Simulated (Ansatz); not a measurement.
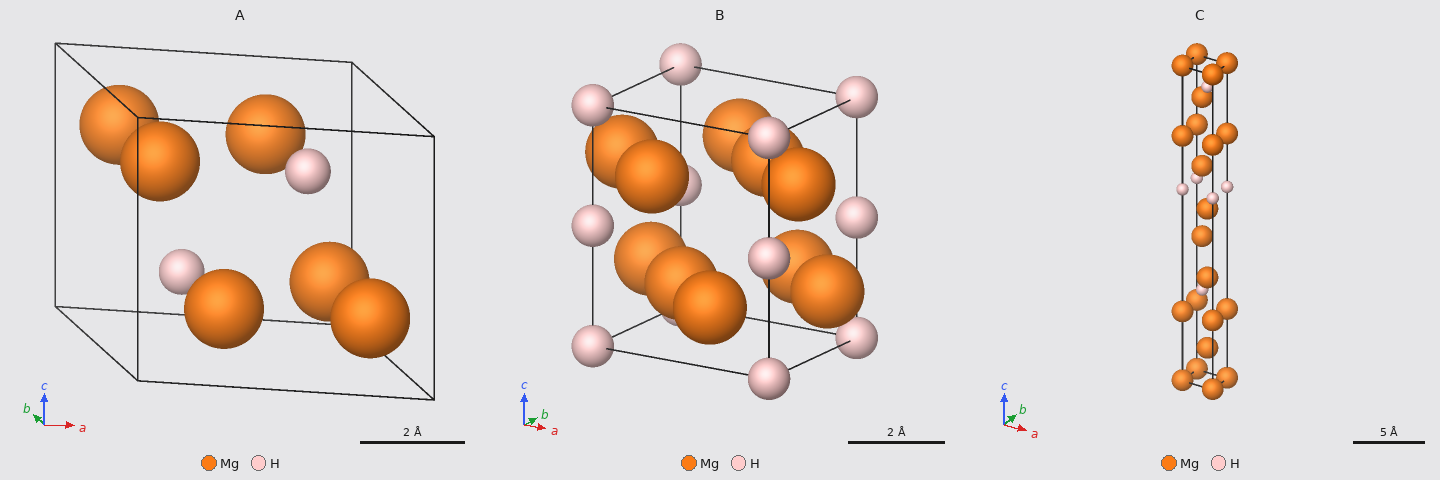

Three structures of Mg$_{3}$H, each relaxed to rest (conventional cells in solid outline, small ones repeated, each panel with its own scale). Method: Ansatz, DFT PBE, scalar-relativistic, plane waves, PAW, without spin polarisation.

> Give the type and space group of each panel.

A: 8 atoms a cell on a primitive hexagonal lattice, P6_3/mmc; B: 8 atoms a cell on a primitive hexagonal lattice, P6_3/mcm; C: 12 atoms a cell on a rhombohedral (trigonal R) lattice, R3m.

> Which of these is lowest in energy, and how far above it do the others lie?

B, then C (+22 meV/atom) and A (+406 meV/atom), energies at zero smearing.

> Collect the results in a table.

| panel | structure | E − E(lowest) (meV/atom) | volume (Å³/atom) | gap (eV) |
| --- | --- | --- | --- | --- |
| B | P6_3/mcm | 0 | 17.3 | metal |
| C | R3m | 22 | 17.4 | metal |
| A | P6_3/mmc | 406 | 19.9 | metal |

Some of these may be structure types tried for this composition rather than known phases, and the most stable form need not be among them. Gaps are taken on the k-mesh or band path of each run.
